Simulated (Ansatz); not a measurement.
## Convergence of a linear-scaling basis for C(111) slab, H on the bottom face (45 atoms)

Aim: test how closely localised support functions follow the reference on C(111) slab, H on the bottom face (45 atoms), and at what cost. A setting counts as converged where the r.m.s. difference of forces stays under 1 % of the r.m.s. force.

Main program and level: Ansatz 0.2.0; Kohn-Sham DFT, PBE+D3(BJ), PAW (set soft_2), plane waves.

## 1. Set-up

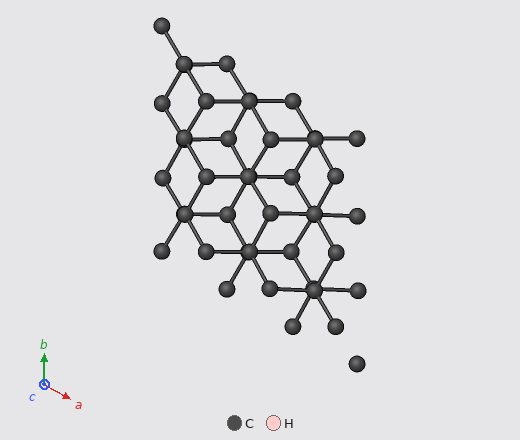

The cell as given, from above (carbon dark grey, hydrogen pink). H lies hidden behind other atoms in this view. Some periodic images of atoms are drawn too.

The cell holds 45 atoms: 36 C and 9 H. Cell: a = 7.567 Å, b = 7.567 Å, c = 15.664 Å, α = 90.0°, β = 90.0°, γ = 120.0°. It derives from C (diamond-structure). Diamond-structure C (a = 3.567 Å), (111) slab of 4 atomic planes, 3 x 3 surface cells, H on the broken bonds of the bottom face, 12 Å of vacuum; displaced by a Gaussian of 0.02 Å. Regions: slab, 36 atoms (36 C); hydrogen, 9 atoms (9 H). Vacuum lies along c.

Limits known from the start: Beside vacuum, support functions can miss their usual error bounds without a warning. The main run has no spin polarisation, so any moments at edges, vacancies or dangling bonds can't form in it. The electron count is odd and the run has no spin polarisation.

## 2. Plane-wave single point

The first run uses the default basis; a harder plane-wave run follows as the reference for the support functions.

input.yaml reads:

```yaml
crystal:
  lattice:
    - [7.56675, 0.0, 0.0]
    - [-3.78337, 6.553, 0.0]
    - [0.0, 0.0, 15.66426]
  atoms:
    - { symbol: C, position: [0.44636, 0.89411, 0.48506] }
    - { symbol: C, position: [0.33013, 0.99984, 0.45354] }
    - { symbol: C, position: [0.22441, 0.78093, 0.61662] }
    - { symbol: C, position: [0.44432, 0.89064, 0.58362] }
    - { symbol: C, position: [0.44367, 0.55668, 0.4864] }
    - { symbol: C, position: [0.33834, 0.67126, 0.45353] }
    - { symbol: C, position: [0.22554, 0.44627, 0.61809] }
    - { symbol: C, position: [0.43979, 0.55433, 0.5863] }
    - { symbol: C, position: [0.78161, 0.89431, 0.48567] }
    - { symbol: C, position: [0.6683, 0.003, 0.45368] }
    - { symbol: C, position: [0.55575, 0.77645, 0.61779] }
    - { symbol: C, position: [0.78311, 0.8916, 0.58424] }
    - { symbol: C, position: [0.44091, 0.22001, 0.48537] }
    - { symbol: C, position: [0.33373, 0.33248, 0.45254] }
    - { symbol: C, position: [0.22365, 0.11292, 0.6168] }
    - { symbol: C, position: [0.44706, 0.22405, 0.58322] }
    - { symbol: C, position: [0.77819, 0.5553, 0.48589] }
    - { symbol: C, position: [0.66308, 0.66368, 0.45322] }
    - { symbol: C, position: [0.55408, 0.44885, 0.61616] }
    - { symbol: C, position: [0.77917, 0.55789, 0.58217] }
    - { symbol: C, position: [0.11372, 0.88816, 0.48429] }
    - { symbol: C, position: [0.99681, 0.00142, 0.45653] }
    - { symbol: C, position: [0.88697, 0.7803, 0.6177] }
    - { symbol: C, position: [0.11026, 0.88879, 0.58414] }
    - { symbol: C, position: [0.77414, 0.22403, 0.4857] }
    - { symbol: C, position: [0.65998, 0.33122, 0.45293] }
    - { symbol: C, position: [0.55018, 0.11225, 0.61639] }
    - { symbol: C, position: [0.77926, 0.21774, 0.58331] }
    - { symbol: C, position: [0.11209, 0.55497, 0.48538] }
    - { symbol: C, position: [0.99846, 0.65797, 0.45187] }
    - { symbol: C, position: [0.89008, 0.44207, 0.61641] }
    - { symbol: C, position: [0.11136, 0.5618, 0.58278] }
    - { symbol: C, position: [0.11189, 0.22426, 0.48512] }
    - { symbol: C, position: [0.00229, 0.32907, 0.45226] }
    - { symbol: C, position: [0.88779, 0.11244, 0.61547] }
    - { symbol: C, position: [0.11632, 0.22462, 0.58704] }
    - { symbol: H, position: [0.33269, 0.00112, 0.38419] }
    - { symbol: H, position: [0.33205, 0.66128, 0.38601] }
    - { symbol: H, position: [0.66741, 0.00017, 0.38469] }
    - { symbol: H, position: [0.33475, 0.33246, 0.38354] }
    - { symbol: H, position: [0.67231, 0.67048, 0.38479] }
    - { symbol: H, position: [0.99736, 0.99923, 0.38388] }
    - { symbol: H, position: [0.66585, 0.33299, 0.38092] }
    - { symbol: H, position: [0.00232, 0.66485, 0.38502] }
    - { symbol: H, position: [0.99836, 0.33118, 0.383] }
kpoints:
  mp_grid: { grid: [2, 2, 1] }
hamiltonian:
  xc: pbe
  dispersion: d3bj
scf:
  occupations: { method: fermi_dirac, width: 0.025 }
output:
  forces: true
  populations: true
  dos:
    method: { smearing: { sigma: 0.15 } }
    de: 0.1
    projected:
      site_lists:
        C: [C]
        H: [H]
        slab: [0, 1, 2, 3, 4, 5, 6, 7, 8, 9, 10, 11, 12, 13, 14, 15, 16, 17, 18, 19, 20, 21, 22, 23, 24, 25, 26, 27, 28, 29, 30, 31, 32, 33, 34, 35]
        hydrogen: [36, 37, 38, 39, 40, 41, 42, 43, 44]
  eigenvalues: true
  write_density: true
  write_potential: true
  volumetric_format: npy
```

Command:

```bash
$ ansatz run input.yaml --threads 4 --pin off --max-ram 8192MiB --backend cpu --events-out ev --progress --plain --runs-dir out
```

Numbers of over 12 decimals in the logs are rounded to 6 here.

Log:

```text
Engine: ansatz 0.2.0, x86_64-unknown-linux-gnu
Pseudopotentials: kind: paw
Pseudopotential: C, paw, valence charge 4, recommended cutoff 420 eV (normal), C.paw.azcp
Pseudopotential: H, paw, valence charge 1, recommended cutoff 420 eV (normal), H.paw.azcp
[... 5 lines on functional and potentials left out ...]
Crystal: 45 atoms, lattice volume = 776.711 Å³
Basis set: ecut = 420 eV, 15185 PW (Γ), exchange–correlation on 108×108×216 points (8 copies of the dense FFT grid, shifted against one another)
Bands: 122, of which v1, the nominal top of the filled ones, is band 77 counted from 1 (76 counted from 0)
Symmetry: 1 space group operations
Space group: P1 (ITA 1), of the structure as read, at distance tolerance 9.2e-5 Å
k-points: 4
[... 5 lines on functional and potentials left out ...]
Initial density: superposition of atomic densities (neutral atoms: chi_scale 0, normalization atom), corrected by the library's trained network
Initial wavefunctions: pseudopotential atomic-orbital guess
Functional: x = pbe(κ = 0.804, μ = 0.219515), c = pbe(β = 0.066725)
SCF iter   1: F=—  HF=-9157.777262 eV  |F-HF|=—  |Δ(HF+E_count)|=         —  Δρ=1.66e-2  dr2=7.09e0  ethr=1.77e-3  ⟨swp⟩=8.0  Hψ=2778  notcnv=0  defer=113
preconditioner: auto → LDOS  [metal: Δε(μ)=0.035 eV  Ē_g=15.045 eV  σ=0.025 eV  W_gap=0.33  n_scr=136 (ndim 8)  ℏωp=16.5 eV  f_vac=0.586  D(μ)=42.30/eV (n_scr^D=410)  β→1.0]
SCF iter   2: F=—  HF=-9157.094395 eV  |F-HF|=—  |Δ(HF+E_count)|=   6.83e-1  Δρ=1.06e-2  dr2=2.86e0  ethr=1.77e-3  ⟨swp⟩=3.8  Hψ=796  notcnv=0  defer=137
SCF iter   3: F=—  HF=-9156.891275 eV  |F-HF|=—  |Δ(HF+E_count)|=   2.03e-1  Δρ=7.88e-3  dr2=1.62e0  ethr=1.77e-3  ⟨swp⟩=2.0  Hψ=382  notcnv=0  defer=137
SCF iter   4: F=—  HF=-9156.762974 eV  |F-HF|=—  |Δ(HF+E_count)|=   1.28e-1  Δρ=5.21e-3  dr2=6.66e-1  ethr=1.06e-3  ⟨swp⟩=2.0  Hψ=381  notcnv=0  defer=137
SCF iter   5: F=—  HF=-9156.711824 eV  |F-HF|=—  |Δ(HF+E_count)|=   5.12e-2  Δρ=3.59e-3  dr2=2.84e-1  ethr=4.35e-4  ⟨swp⟩=3.0  Hψ=606  notcnv=0  defer=140
SCF iter   6: F=—  HF=-9156.689582 eV  |F-HF|=—  |Δ(HF+E_count)|=   2.22e-2  Δρ=1.85e-3  dr2=6.88e-2  ethr=1.86e-4  ⟨swp⟩=2.5  Hψ=408  notcnv=0  defer=140
SCF iter   7: F=—  HF=-9156.684927 eV  |F-HF|=—  |Δ(HF+E_count)|=   4.65e-3  Δρ=1.22e-3  dr2=2.27e-2  ethr=4.50e-5  ⟨swp⟩=2.8  Hψ=414  notcnv=0  defer=140
SCF iter   8: F=—  HF=-9156.683557 eV  |F-HF|=—  |Δ(HF+E_count)|=   1.37e-3  Δρ=7.08e-4  dr2=5.63e-3  ethr=1.48e-5  ⟨swp⟩=3.8  Hψ=605  notcnv=0  defer=140
SCF iter   9: F=—  HF=-9156.683835 eV  |F-HF|=—  |Δ(HF+E_count)|=   2.79e-4  Δρ=3.81e-4  dr2=1.38e-3  ethr=3.68e-6  ⟨swp⟩=3.2  Hψ=528  notcnv=0  defer=140
SCF iter  10: F=—  HF=-9156.683887 eV  |F-HF|=—  |Δ(HF+E_count)|=   5.18e-5  Δρ=2.56e-4  dr2=6.79e-4  ethr=9.00e-7  ⟨swp⟩=3.0  Hψ=644  notcnv=0  defer=140
SCF iter  11: F=—  HF=-9156.683925 eV  |F-HF|=—  |Δ(HF+E_count)|=   3.81e-5  Δρ=1.17e-4  dr2=1.87e-4  ethr=4.44e-7  ⟨swp⟩=3.0  Hψ=666  notcnv=0  defer=140
SCF iter  12: F=—  HF=-9156.683940 eV  |F-HF|=—  |Δ(HF+E_count)|=   1.52e-5  Δρ=4.05e-5  dr2=2.39e-5  ethr=1.23e-7  ⟨swp⟩=2.0  Hψ=373  notcnv=0  defer=140
SCF iter  13: F=—  HF=-9156.684027 eV  |F-HF|=—  |Δ(HF+E_count)|=   8.66e-5  Δρ=2.75e-5  dr2=1.05e-5  ethr=1.56e-8  ⟨swp⟩=1.8  Hψ=517  notcnv=0  defer=140
SCF iter  14: F=—  HF=-9156.684028 eV  |F-HF|=—  |Δ(HF+E_count)|=   1.53e-6  Δρ=1.64e-5  dr2=3.40e-6  ethr=6.87e-9  ⟨swp⟩=3.0  Hψ=622  notcnv=0  defer=140
SCF iter  15: F=—  HF=-9156.684029 eV  |F-HF|=—  |Δ(HF+E_count)|=   3.69e-7  Δρ=1.01e-5  dr2=1.40e-6  ethr=2.22e-9  ⟨swp⟩=1.0  Hψ=348  notcnv=0  defer=140
SCF iter  16: F=—  HF=-9156.684029 eV  |F-HF|=—  |Δ(HF+E_count)|=   1.53e-7  Δρ=5.06e-6  dr2=3.22e-7  ethr=9.13e-10  ⟨swp⟩=2.0  Hψ=556  notcnv=0  defer=140
SCF iter  17: F=-9156.684029 eV  HF=-9156.684029 eV  |F-HF|=4.96e-8  |Δ(HF+E_count)|=   1.63e-8  Δρ=2.07e-6  dr2=5.84e-8  ethr=6.54e-11  ⟨swp⟩=29.8  Hψ=5775  notcnv=0
SCF 1 converged in 17 iterations: F = -9156.684029 eV  dr2 = 5.84e-8
  greatest PAW one-centre occupation: 0.663 electrons in one spin orbital (limit 2), on the C atom at site 34 (counted from 0), in its partial waves of l = 0
WARN: The output density's exchange-correlation potential varies sharply where the density is thin. Do not read a vacuum level from v_tot or v_xc, or from such a field of the output density. On a cell that repeats whose density bears no net charge and no dipole along the vacuum's axis use v_es (v_loc + v_h of the components); [...]
SCF converged after 17 iterations
Free energy (F): -9156.684029 eV
Harris-Foulkes:  -9156.684029 eV  (|F-HF|=4.96e-8)
Internal energy: -9156.546165 eV  (E = F + TS)
E sigma→0 (E₀):  -9156.615097 eV
Entropy (-TS):   -0.137864 eV (-3.064 meV/atom)
Fermi energy:    0.749237 eV
--- Per-component energies (eV) ---
  E_band       = -1216.225190
  E_kinetic    = 3396.939647
  E_local      = -61703.475891  (includes V_loc(G=0)·N_el)
  E_nonlocal   = 980.319135
  E_hartree    = 29302.607458
  E_xc         = -1815.087257
  E_vxc        = -2254.250793  (∫ρ·V_xc dr)
  E_paw        = -3573.068942  (= ΣΔE_a)
  E_vpaw       = -240.951278  (= ΣTr[D̂ρ^β])
  E_aug_tail   = -0.012073  (compensation charges beyond the density's cutoff)
  E_ewald      = 24260.284794
  E_disp       = -5.053036  (pairwise vdW)
  E_smearing   = -0.137864  (= −TS)
  E_closure    = 0.000000  (closes the sum)
  Σ components = -9156.684029   (vs F -9156.684029, Δ=0.00e0)
--- Forces (eV/Å), atoms counted from 1 ---
  atom   1  C      0.41389976    -0.81887781    -1.17933888
  atom   2  C      0.80557122     0.20299678     0.85294998
  atom   3  C     -0.02751345    -0.30405379    -4.27653081
  atom   4  C      0.08245703     0.03887238     4.56641726
  atom   5  C      0.39966652    -0.16980826    -1.63400443
  atom   6  C     -0.82020016    -0.65012104     2.20411810
  atom   7  C     -1.42121118     0.07753400    -3.78114838
  atom   8  C      1.06589333     0.81538200     4.20576755
  atom   9  C     -0.93246340    -1.31653005    -0.80346510
  atom  10  C     -0.27659192     0.02012308     1.24733260
  atom  11  C     -0.34685210     0.70720095    -3.89723979
  atom  12  C     -1.24906935    -0.37121964     4.45373671
  atom  13  C      0.14357669     0.65584507    -1.46191692
  atom  14  C     -0.56242762     0.31266665     1.94256644
[...]
atom  44  H     -0.05706904    -0.11497626    -2.00933170
  atom  45  H      0.12309642    -0.05821133    -0.54011733
  max |Σ_I F_I| component: 3.81e-4 eV/Å
--- Band table (eV) ---
  k-point 0: bands = ["-19.9897", "-17.5028", "-17.4230", "-17.3792", [... 106 levels ...], "8.2999", "8.3677", "8.3829", "8.4067", "8.5242", "8.7058", "8.8134", "8.8260", "8.9246", "8.9745", "8.9956", "9.0035"]
[...]
--- Löwdin populations: 45 sites ---
  site symbol       q [e]
     0      C      3.9383
     1      C      4.1355
     2      C      3.9715
[...]
44      H      0.8252
  spilling = 0.006921 (of n_electrons = 153.000000)
```

It took 6.1 s on 4 threads of AMD EPYC 9R45, shared host; peak memory 2.1 GiB.

The program notes that the exchange-correlation potential is rough where the density is thin.

Read from the output:

```yaml
free_energy: -9156.6840 eV
free_energy_per_atom: -203.4819 eV/atom
scf_cycles: 17
r_m_s_force_component: 1.78 eV/Å
longest_force: 5.212 eV/Å
fermi_energy: 0.7492 eV
levels_partly_filled_by_over_2_per_cent: 24
spilling_of_the_projection: 0.006921
```

The r.m.s. force component of 1.8 eV/Å sets the scale for the differences below.

## 3. Plane waves at 750 eV (750 eV)

The grid of the support functions holds more waves than the default cutoff, so they are judged against a harder plane-wave run.

input.yaml, the sections that differ from step 2:

```yaml
output:
  forces: true
  eigenvalues: true
basis:
  ecutwfc: "750 eV"
# crystal, kpoints, hamiltonian, scf: as in step 2
```

Log:

```text
[...]
Crystal: 45 atoms, lattice volume = 776.711 Å³
Basis set: ecut = 750 eV, 36177 PW (Γ), exchange–correlation on 144×144×288 points (8 copies of the dense FFT grid, shifted against one another)
Bands: 122, of which v1, the nominal top of the filled ones, is band 77 counted from 1 (76 counted from 0)
Symmetry: 1 space group operations
[...]
k-points: 4
[...]
SCF iter   1: F=—  HF=-9157.944887 eV  |F-HF|=—  |Δ(HF+E_count)|=         —  Δρ=1.66e-2  dr2=7.09e0  ethr=1.77e-3  ⟨swp⟩=8.0  Hψ=2754  notcnv=0  defer=119
[...]
SCF iter  16: F=—  HF=-9156.849398 eV  |F-HF|=—  |Δ(HF+E_count)|=   2.46e-8  Δρ=5.00e-6  dr2=3.11e-7  ethr=8.22e-10  ⟨swp⟩=2.5  Hψ=582  notcnv=0  defer=144
SCF iter  17: F=-9156.849398 eV  HF=-9156.849398 eV  |F-HF|=7.68e-8  |Δ(HF+E_count)|=   3.38e-8  Δρ=2.24e-6  dr2=6.88e-8  ethr=6.54e-11  ⟨swp⟩=25.2  Hψ=4377  notcnv=0
SCF 1 converged in 17 iterations: F = -9156.849398 eV  dr2 = 6.88e-8
[...]
SCF converged after 17 iterations
Free energy (F): -9156.849398 eV
[...]
Internal energy: -9156.711487 eV  (E = F + TS)
E sigma→0 (E₀):  -9156.780443 eV
Entropy (-TS):   -0.137911 eV (-3.065 meV/atom)
Fermi energy:    0.748726 eV
[...]
Σ components = -9156.849398   (vs F -9156.849398, Δ=0.00e0)
--- Forces (eV/Å), atoms counted from 1 ---
  atom   1  C      0.41399005    -0.81944688    -1.17639706
  atom   2  C      0.80551786     0.20288300     0.84421330
  atom   3  C     -0.02748990    -0.30439122    -4.27603270
  atom   4  C      0.08274710     0.03886865     4.56517230
[...]
atom  45  H      0.12318245    -0.05835073    -0.53300462
  max |Σ_I F_I| component: 3.56e-4 eV/Å
--- Band table (eV) ---
[...]
```

Elapsed: 10 s, on 4 threads; peak memory 4.6 GiB.

Forces differ from the reference by 3.0 meV/Å r.m.s., 0.17 % of their size, well within a tolerance of 1 %; the energy by -3.7 meV/atom. It took 10 s and 17 cycles; the reference's time can't be set against it, since the two runs asked for unlike analyses.

## 4. Support functions medium

With localised support functions most steps grow linearly with size, though the diagonalisation grows faster unless the density matrix is cut; this run measures error and cost at this size. The level medium gives here a grid of 36×36×72 points and a radius of 3.21 Å. Besides, the program derives a nominal cutoff of 420 eV for this run, against the reference's 750.

This step: Kohn-Sham DFT, PBE+D3(BJ), PAW (set soft_2), localised support functions (medium) (Ansatz 0.2.0).

input.yaml, the sections that differ from step 3:

```yaml
scf:
  occupations: { method: fermi_dirac, width: 0.025 }
  eigensolver: { kind: { support_functions: { accuracy: medium } } }
  mixing: { beta: 0.4 }
  max_iter: 150
# crystal, kpoints, hamiltonian, output: as in step 3
# basis: removed
```

Log:

```text
Warning: scf.eigensolver.kind.support_functions: disabling space-group detection — the functions' gradient is summed over unrotated k-points, so no spatial operation reduces the k-mesh or symmetrises the density; time reversal is kept, so that k and −k are solved as one point where they differ and the mesh holds both, and exact exchange and, on two spinor components, a DFT+U term hold to it where the run has them: [...]
settings of this run that can trade accuracy for cost: scf.eigensolver.kind.support_functions [...]
[...]
Crystal: 45 atoms, lattice volume = 776.711 Å³
Basis set: ecut = 420 eV, 15185 PW (Γ), exchange–correlation on 108×108×216 points (8 copies of the dense FFT grid, shifted against one another)
Bands: 92, of which v1, the nominal top of the filled ones, is band 77 counted from 1 (76 counted from 0)
Symmetry: 1 space group operations
k-points: 4
[...]
Eigensolver: Support functions (medium, 36×36×72 points, laid for a spacing of at most 0.228497 Å, radius 3.213580 Å, 25 sites without an atom, 2 species' potentials softened for the grid, 2 wholly corrected for its errors in the mean over positions, 2 with the egg-box correction, energy correction by stochastic trace)
[...]
SCF iter   1: F=—  HF=-9162.265799 eV  |F-HF|=—  |Δ(HF+E_count)|=         —  Δρ=6.98e-2  dr2=3.77e1  ethr=1.00e-1
[...]
SCF iter  21: F=—  HF=-9156.856157 eV  |F-HF|=—  |Δ(HF+E_count)|=   1.10e-6  Δρ=9.53e-6  dr2=1.01e-6  ethr=9.96e-10  κ⁻¹=2.3e-5(r=7)
SCF iter  22: F=-9156.856158 eV  HF=-9156.856157 eV  |F-HF|=1.82e-7  |Δ(HF+E_count)|=   4.03e-7  Δρ=4.73e-6  dr2=2.27e-7  ethr=6.58e-10
SCF 1 converged in 22 iterations: F = -9156.858011 eV  dr2 = 2.27e-7
[...]
SCF converged after 22 iterations
Stability not checked: this state was not tested for a lower state beside it, because the mixer in use, unlike msr1, does not test its closes by its own steps (another_mixer; see scf.mixing.algorithm and scf.lower_state_search)
Free energy (F): -9156.858011 eV
[...]
Internal energy: -9156.720193 eV  (E = F + TS)
E sigma→0 (E₀):  -9156.789102 eV
Entropy (-TS):   -0.137818 eV (-3.063 meV/atom)
Fermi energy:    0.748845 eV
[...]
Σ components = -9156.858011   (vs F -9156.858011, Δ=0.00e0)
--- Forces (eV/Å), atoms counted from 1 ---
  atom   1  C      0.41393830    -0.81935834    -1.17574661
  atom   2  C      0.80553810     0.20304464     0.84266297
  atom   3  C     -0.02750595    -0.30443006    -4.27627087
  atom   4  C      0.08261088     0.03891275     4.56489757
[...]
atom  45  H      0.12335009    -0.05834055    -0.53090381
  max |Σ_I F_I| component: 3.62e-3 eV/Å
--- Band table (eV) ---
[...]
```

Run time: 43 s. Hardware: 4 threads; peak memory 1.6 GiB; 2.7 min of CPU time.

The program notes that the band table was not solved further than the SCF left it and it switched symmetry off.

Keys that differ from the reference: basis.ecutwfc removed, support_functions.accuracy = "medium", scf.max_iter = 150 and scf.mixing.beta = 0.4.

Forces differ from the reference by 0.66 meV/Å r.m.s., 0.037 % of their size, well within a tolerance of 1 %; the energy by -0.19 meV/atom. It took 4.2 times the reference's time (shared host, so rough).

(Part 1 of 4 ends here.)

[Logs are printed without paths, hosts, clocks, repeated set-up lines and the standing remarks that a program may print on its own settings, such as how far it seeks lower states.]

[Hosts, paths, dates, database ids (printed as entryN), source tags and the programs' standing remarks are cut or masked in the printed files.]
